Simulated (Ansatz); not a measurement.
## Single-point calculation of GaAs (part 2 of 2)

Continued. System: GaAs (F-43m, 32 atoms in the cell). Method: DFT PBEsol, scalar-relativistic, plane waves, PAW, no spin polarisation (Ansatz 0.2.0); cutoff 420 eV, 3×3×3 k-mesh, Gaussian smearing of 0.02 eV. The structure derives from a Materials Project entry. It belongs to a series of runs on one base structure; here: the perfect crystal in a cell of 32 atoms.

## Output, continued
```
  k-point 1: bands = ["-27.1500", "-27.1500", "-27.1499", "-27.1494", "-27.1494", "-27.1494", "-27.1493", "-27.1493", "-27.1493", "-27.1493", ... 59 levels left out ..., "-27.1392", "-27.1391", "-27.1391", "-27.1391", "-27.1391", "-27.1390", "-27.1390", "-27.1390", "-27.1387", "-27.1387", "-27.1387", "-6.8678", "-6.8651", "-6.8651", "-6.8556", "-6.8485", "-6.8485", "-6.8485", "-6.8485", "-6.8476", "-6.8476", "-6.8313", "-6.8313", "-6.8313", "-6.8313", "-6.8110", "-6.7774", "-6.7571", "-6.7549",
      "-6.7478", "-6.7444", "-6.7412", "-6.7412", "-6.7412", "-6.7412", "-6.7384", "-6.7384", "-6.7384", "-6.7384", "-6.7358", "-6.7358", "-6.7358", "-6.7358", "-6.7332", "-6.7332", "-6.7304", "-6.7291", "-6.7291", "-6.7291", "-6.7291", "-6.7266", "-6.7266", "-6.7230", "-6.7194", "-6.7187", "-6.7187", "-6.7164", "-6.7164", "-6.7143", "-6.7023", "-6.7023", "-6.7012", "-6.6923", "-6.6923", "-6.6902", "-6.6860", "-6.6860", "-6.6860", "-6.6860",
      "-6.6858", "-6.6858", "-6.6858", "-6.6858", "-6.6848", "-6.6830", "-6.6812", "-6.6800", "-6.6793", "-6.6793", "-6.6793", "-6.6793", "-6.6789", "-6.6777", "-6.6777", "-6.6777", "-6.6777", "-6.6761", "-6.6761", "-6.6725", "-6.6716", "-6.6716", "-4.5014", "-3.9002", "-3.3867", "-3.3867", "-3.3867", "-3.3867", "-2.9082", "-2.9082", "-2.6844", "-2.6844", "-2.6844", "-2.6844", "-2.4911", "-2.4911", "-2.4055", "-2.2066", "1.2783", "1.5541",
      "1.6248", "1.6248", "1.6582", "1.6582", "1.6582", "1.6582", "2.2043", "2.2043", "2.6099", "2.6099", "2.6099", "2.6099", "3.8805", "4.0239", "4.5345", "4.6738", "4.6738", "4.6738", "4.6738", "4.7887", "4.7887", "5.1453", "5.1453", "5.3370", "5.3370", "5.5260", "5.7376", "5.7376", "5.7376", "5.7376", "5.9107", "5.9386", "5.9591", "5.9591", "6.0588", "6.2291", "6.2291", "6.2291", "6.2291", "6.8107",
      "6.8107", "6.8107", "6.8107", "7.3300", "7.4917", "7.9032", "9.6684", "9.8471", "9.9079", "9.9079", "10.1789", "10.4025", "10.4025", "10.4606", "10.4606", "10.4606", "10.4606", "10.5503", "10.8500", "10.8500", "10.8500", "10.8500", "11.1409", "11.3966", "11.3966", "11.7854", "11.8067", "11.8067", "11.9299", "12.1647", "12.1647", "12.1647", "12.1647", "12.3985", "12.3985", "12.3985", "12.3985", "12.4348", "12.5663", "12.6629",
      "13.0301", "13.0301", "13.4737", "13.4737", "13.4737", "13.4737", "13.5973", "13.8292", "14.1828", "14.1828", "14.1828"]
  k-point 2: bands = ["-27.1497", "-27.1497", "-27.1497", "-27.1495", "-27.1495", "-27.1495", "-27.1495", "-27.1495", "-27.1495", "-27.1494", ... 59 levels left out ..., "-27.1391", "-27.1391", "-27.1389", "-27.1389", "-27.1389", "-27.1389", "-27.1389", "-27.1389", "-27.1389", "-27.1389", "-27.1389", "-6.8579", "-6.8579", "-6.8579", "-6.8579", "-6.8579", "-6.8579", "-6.8484", "-6.8484", "-6.8484", "-6.8462", "-6.8462", "-6.8462", "-6.8238", "-6.8027", "-6.8027", "-6.8027", "-6.7495", "-6.7495",
      "-6.7495", "-6.7477", "-6.7477", "-6.7477", "-6.7448", "-6.7448", "-6.7371", "-6.7371", "-6.7371", "-6.7330", "-6.7330", "-6.7330", "-6.7297", "-6.7297", "-6.7297", "-6.7288", "-6.7288", "-6.7288", "-6.7288", "-6.7288", "-6.7288", "-6.7266", "-6.7266", "-6.7266", "-6.7207", "-6.7207", "-6.7207", "-6.7207", "-6.7207", "-6.7207", "-6.6957", "-6.6957", "-6.6957", "-6.6938", "-6.6938", "-6.6938", "-6.6938", "-6.6938", "-6.6938", "-6.6857",
      "-6.6857", "-6.6857", "-6.6850", "-6.6850", "-6.6850", "-6.6803", "-6.6803", "-6.6795", "-6.6795", "-6.6795", "-6.6768", "-6.6768", "-6.6768", "-6.6759", "-6.6759", "-6.6759", "-6.6759", "-6.6759", "-6.6759", "-6.6739", "-6.6739", "-6.6739", "-4.0933", "-4.0933", "-4.0933", "-3.5695", "-3.0348", "-3.0348", "-3.0348", "-2.8221", "-2.8221", "-2.8221", "-2.4268", "-2.4268", "-2.4268", "-2.4268", "-2.4268", "-2.4268", "1.5482", "1.5482",
      "1.5482", "1.5482", "1.5482", "1.5482", "1.6136", "1.6136", "1.6136", "2.3498", "2.3498", "2.3498", "2.6203", "4.2559", "4.2559", "4.2559", "4.4203", "4.4203", "4.4203", "4.4203", "4.4203", "4.4203", "5.2890", "5.2890", "5.2890", "5.3638", "5.3638", "5.3638", "5.6324", "5.6324", "5.6324", "5.6324", "5.6324", "5.6324", "5.9501", "5.9501", "5.9501", "6.3763", "6.3763", "6.3763", "7.0556", "7.0556",
      "7.0556", "7.0913", "7.0913", "7.1158", "7.1158", "7.1158", "9.1600", "10.0967", "10.0967", "10.0967", "10.1061", "10.1061", "10.1061", "10.2785", "10.2785", "10.2785", "10.4789", "10.4789", "10.4789", "10.4789", "10.4789", "10.4789", "11.6272", "11.6272", "11.6272", "11.8158", "11.8158", "11.8158", "12.4169", "12.4169", "12.4169", "12.6569", "12.6569", "12.6569", "12.6569", "12.6569", "12.6569", "12.6769", "12.6769", "13.0615",
      "13.0615", "13.0615", "13.5287", "13.5287", "13.5287", "13.7542", "13.7542", "13.7542", "14.0255", "14.0255", "14.0255"]
  k-point 3: bands = ["-27.1500", "-27.1497", "-27.1497", "-27.1497", "-27.1497", "-27.1496", "-27.1496", "-27.1496", "-27.1491", "-27.1491", ... 59 levels left out ..., "-27.1390", "-27.1390", "-27.1390", "-27.1390", "-27.1389", "-27.1389", "-27.1389", "-27.1389", "-27.1388", "-27.1388", "-27.1388", "-6.8642", "-6.8642", "-6.8577", "-6.8577", "-6.8577", "-6.8577", "-6.8506", "-6.8410", "-6.8410", "-6.8410", "-6.8410", "-6.8258", "-6.8258", "-6.8258", "-6.8258", "-6.7958", "-6.7487", "-6.7487",
      "-6.7403", "-6.7403", "-6.7403", "-6.7403", "-6.7398", "-6.7398", "-6.7398", "-6.7398", "-6.7386", "-6.7386", "-6.7386", "-6.7386", "-6.7369", "-6.7369", "-6.7369", "-6.7369", "-6.7310", "-6.7310", "-6.7310", "-6.7310", "-6.7244", "-6.7244", "-6.7240", "-6.7240", "-6.7189", "-6.7189", "-6.7189", "-6.7189", "-6.7158", "-6.7158", "-6.7005", "-6.6967", "-6.6967", "-6.6918", "-6.6918", "-6.6918", "-6.6918", "-6.6913", "-6.6913", "-6.6913",
      "-6.6913", "-6.6872", "-6.6794", "-6.6794", "-6.6794", "-6.6794", "-6.6789", "-6.6789", "-6.6789", "-6.6789", "-6.6787", "-6.6786", "-6.6786", "-6.6786", "-6.6786", "-6.6761", "-6.6761", "-6.6761", "-6.6761", "-6.6752", "-6.6752", "-6.6726", "-4.2902", "-3.7022", "-3.7022", "-3.7022", "-3.7022", "-3.1598", "-2.9852", "-2.9852", "-2.9852", "-2.9852", "-2.3004", "-2.3004", "-2.3004", "-2.3004", "-2.1730", "-2.1730", "1.3298", "1.3298",
      "1.5019", "1.5019", "1.5019", "1.5019", "1.5542", "1.5542", "1.5542", "1.5542", "2.6490", "3.6124", "3.6124", "3.6124", "3.6124", "4.2091", "4.2091", "4.2091", "4.2091", "4.6553", "4.6553", "4.7978", "4.7978", "5.2630", "5.2630", "5.2630", "5.2630", "5.2836", "5.7872", "5.7872", "5.9502", "5.9502", "5.9502", "5.9502", "6.2013", "6.2013", "6.2013", "6.2013", "6.5351", "6.5351", "6.5351", "6.5351",
      "6.8561", "6.8561", "6.8561", "6.8561", "7.0022", "7.0022", "9.5107", "9.5865", "9.5865", "9.5865", "9.5865", "10.4841", "10.5038", "10.5038", "10.5038", "10.5038", "10.5777", "11.0555", "11.2055", "11.2055", "11.3443", "11.3443", "11.3443", "11.3443", "11.4138", "11.4138", "11.7411", "11.7411", "11.7411", "11.7411", "12.5035", "12.5035", "12.5035", "12.5035", "12.8075", "12.8075", "12.8075", "12.8075", "13.0386", "13.0386",
      "13.0386", "13.0386", "13.2659", "13.2659", "13.3017", "13.3017", "13.3017", "13.3017", "13.6600", "13.6600", "13.6600"]
```

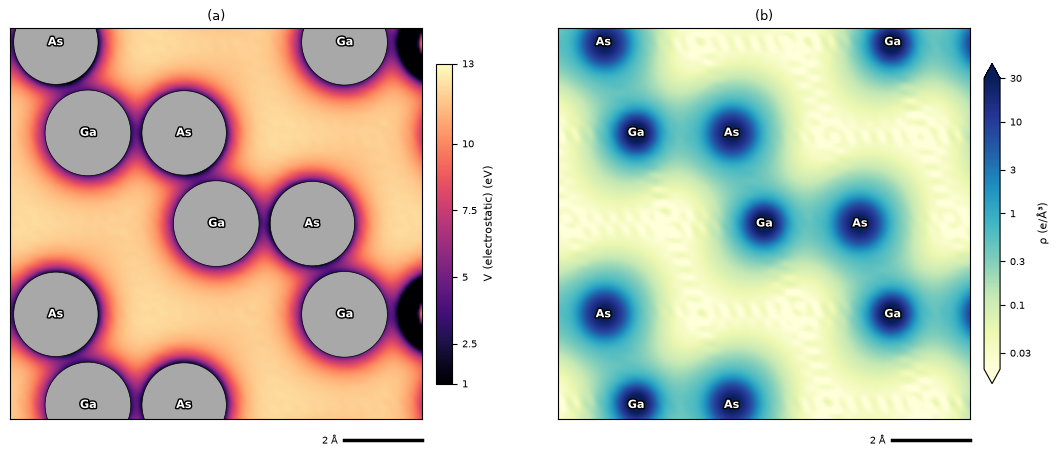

(a) electrostatic potential energy of an electron; (b) valence pseudo-density on the (010) plane of the calculation cell. Grey discs, where drawn, cover atomic cores. The section cuts through Ga and As sites. Ga–As (2.45 Å): ρ is about 0.5 e/Å³ halfway. The density dies away to nearly zero in the voids. Outside the cores the potential energy rises away from the atoms and is highest about 2.3 Å from the nearest atoms; outside the discs it spans about 11 eV, and its zero is arbitrary. Core electrons are frozen (PAW), so the fields are smoothed inside the atomic spheres.

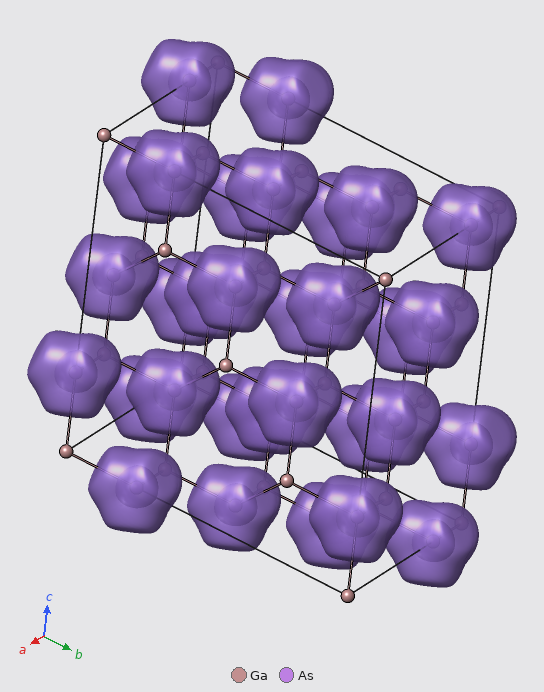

Isosurface of the electron localisation function at 0.55 (purple), seen slightly off an axis. Core shells and regions of very low density are left out. Sticks mark near contacts. The outline is the calculation cell. Along the contacts the grid gives the following. Ga–As (2.45 Å): the ELF peaks at about 0.80 between the atoms, which marks a covalent bond.

This output came from the following input.

## Input
```yaml
crystal:
  lattice:
    - [5.6579528202, 5.6579528202, -5.6579528202]
    - [-5.6579528202, -5.6579528202, -5.6579528202]
    - [-5.6579528202, 5.6579528202, 5.6579528202]
  atoms:
    - { symbol: Ga, position: [0.25, 0.0, 0.75] }
    - { symbol: Ga, position: [0.5, 0.75, 0.75] }
    - { symbol: Ga, position: [0.75, 0.5, 0.75] }
    - { symbol: Ga, position: [0.75, 0.0, 0.25] }
    - { symbol: Ga, position: [0.0, 1.0, 0.0] }
    - { symbol: Ga, position: [0.25, 0.75, 0.0] }
    - { symbol: Ga, position: [0.5, 0.5, 0.0] }
    - { symbol: Ga, position: [0.75, 0.25, 0.0] }
    - { symbol: Ga, position: [0.0, 0.25, 0.75] }
    - { symbol: Ga, position: [0.5, 0.0, 0.5] }
    - { symbol: Ga, position: [0.75, 0.75, 0.5] }
    - { symbol: Ga, position: [0.0, 0.75, 0.25] }
    - { symbol: Ga, position: [0.25, 0.5, 0.25] }
    - { symbol: Ga, position: [0.5, 0.25, 0.25] }
    - { symbol: Ga, position: [0.0, 0.5, 0.5] }
    - { symbol: Ga, position: [0.25, 0.25, 0.5] }
    - { symbol: As, position: [0.25, 0.0, 0.0] }
    - { symbol: As, position: [0.5, 0.75, 0.0] }
    - { symbol: As, position: [0.75, 0.5, 0.0] }
    - { symbol: As, position: [0.75, 0.0, 0.5] }
    - { symbol: As, position: [0.0, 0.0, 0.25] }
    - { symbol: As, position: [0.25, 0.75, 0.25] }
    - { symbol: As, position: [0.5, 0.5, 0.25] }
    - { symbol: As, position: [0.75, 0.25, 0.25] }
    - { symbol: As, position: [0.0, 0.25, 0.0] }
    - { symbol: As, position: [0.5, 0.0, 0.75] }
    - { symbol: As, position: [0.75, 0.75, 0.75] }
    - { symbol: As, position: [0.0, 0.75, 0.5] }
    - { symbol: As, position: [0.25, 0.5, 0.5] }
    - { symbol: As, position: [0.5, 0.25, 0.5] }
    - { symbol: As, position: [0.0, 0.5, 0.75] }
    - { symbol: As, position: [0.25, 0.25, 0.75] }
basis:
  ecutwfc: 420
  xc_grid: 2
kpoints:
  mp_grid: { grid: [3, 3, 3], shift: [0.0, 0.0, 0.0] }
hamiltonian:
  xc: pbesol
scf:
  occupations: { method: gaussian, width: 0.02 }
output:
  forces: true
  stress: true
  eigenvalues: true
  write_density: true
  write_potential: true
  elf: true
  volumetric_format: npy
```

Run as:
```bash
ansatz run input.yaml --threads 4 --pin off --max-ram 8192MiB --backend cpu --events-out ev --progress --plain --runs-dir out
```

## Summary

| quantity | value |
| --- | --- |
| outcome | converged |
| space group (tolerance 0.01 Å) | F-43m (216) |
| electrons treated | 448 |
| free energy | −136909.7379 eV |
| Fermi energy | 8.232 eV |
| gap on the k-point mesh | 0.43 eV |
| pressure | 0.02 GPa |
| largest force (length of the vector) | under 0.001 eV/Å |
| hardware | 4 threads of Intel Xeon @ 2.70GHz, 189 GiB of memory available, shared host |
| wall time | 45 s (CPU time 2.2 min) |
| peak memory | 3.3 GiB |
